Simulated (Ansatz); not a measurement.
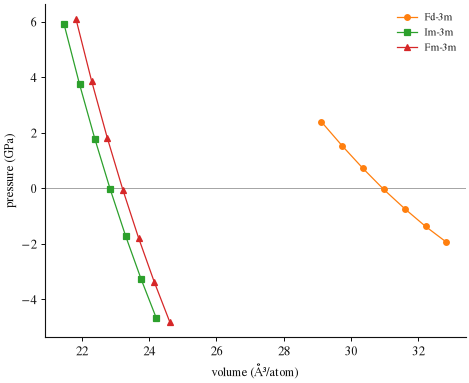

The picture above shows the pressure against volume, with one curve for each structure, for Zr.

Calculation (Ansatz 0.2.0 development build): equation of state of a cubic crystal from periodic Kohn-Sham density functional theory without spin, third-order Birch-Murnaghan fit to the free energies; pressure corrected for the finite basis. Level: PBE.

occupation method Fermi–Dirac; occupation width 0.06123 eV; wave cutoff 420 eV; datasets soft-1 PAW; density tolerance 1e−07 eV; density cutoff ratio 4; search for lower states default.

Settings that differ: Fd-3m: k mesh 30×30×30, atoms in cell 2, lattice centring face-centred primitive, space group number 227, structure type diamond; Im-3m: k mesh 43×43×43, atoms in cell 1, lattice centring body-centred primitive, space group number 229, structure type bcc; Fm-3m: k mesh 41×41×41, atoms in cell 1, lattice centring face-centred primitive, space group number 225, structure type fcc.

Q: Order the curves by fitted equilibrium volume, smallest first.

A: Im-3m 22.84, Fm-3m 23.21, Fd-3m 30.95 Å³/atom.

Q: Order the curves by fitted bulk modulus, smallest first.

A: Fd-3m 36.2, Im-3m 87.4, Fm-3m 90.1 GPa.

Q: For Fd-3m: what does the pressure do across the range?

A: It falls from 2.405 GPa at volume 29.12 Å³/atom to −1.937 GPa at 32.83 Å³/atom, and changes sign near 30.94 Å³/atom.

Limits of the calculation: cubic model structure, not the ambient form; no spin polarisation, a magnetic state may lie lower (Fd-3m).
